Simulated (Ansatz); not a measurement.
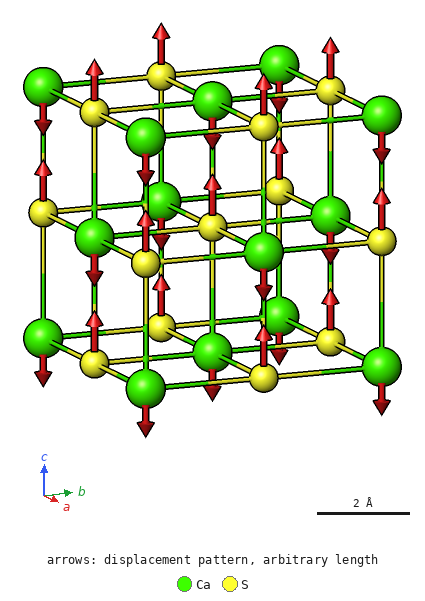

One vibrational mode of a crystal of CaS (a generated structure) at a fixed volume at the zone centre. Displacements are drawn as red arrows; their common scale and sign are arbitrary. The picture is a ball-and-stick view of the conventional cell (4 times the calculation's cell), seen slightly off an axis. Lengths and directions refer to the drawn axes.

All numbers below come from Ansatz, DFT LDA, scalar-relativistic, plane waves, PAW. Set-up: plane-wave cutoff 420 eV; k-point mesh 8 × 8 × 8; occupations fixed; no spin polarisation.

Frequencies are those without the non-analytic (LO–TO) term.

Q: Give the symmetry, activity and frequency of this mode.

A: This is the T₁u mode (triply degenerate; one member of the set is drawn) at 6.84 THz, the only optical level, infrared-active by symmetry. The S sublattice moves against the Ca sublattice, along c; it stretches the shortest Ca–S bonds (2.81 Å); the kinetic energy is shared as S 56 %, Ca 44 %. Its infrared intensity is 22 (D/Å)²/amu for the set. The value is the transverse one; the longitudinal partner lies at 342 cm⁻¹.
